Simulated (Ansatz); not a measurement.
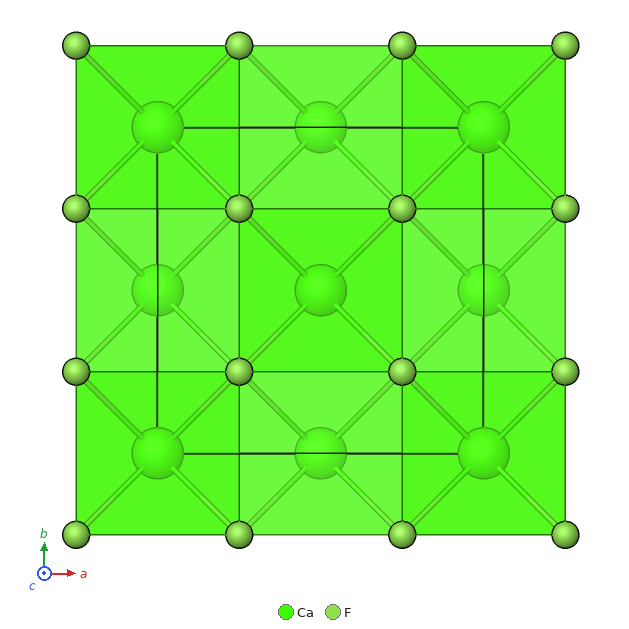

This polyhedral model is shown along the c axis. The conventional unit cell is outlined; an atom on or near a face, edge or corner is repeated at each equivalent position. Some neighbours outside the box are added.

Cell dimensions are a = 5.448 Å, b = 5.448 Å, c = 5.448 Å, α = 90.00°, β = 90.00°, γ = 90.00°.

Pairs joined by sticks: Ca–F up to 2.97 Å (cut-off distances).

The composition is CaF2.

> Identify the Bravais lattice.

Face-centred cubic.

> What does the coordination shell of F look like?

Each F has four Ca in a tetrahedral arrangement at about 2.4 Å.

> To which atoms is each Ca bonded?

Eight F in a cubic arrangement at about 2.4 Å.

> Describe the polyhedral units and how they are joined.

The polyhedra are CaF8 cubes; they share edges.

The initial geometry was a structure type known for this compound. The cell was then strained or its atoms displaced on purpose. It went into a calculation with Ansatz.
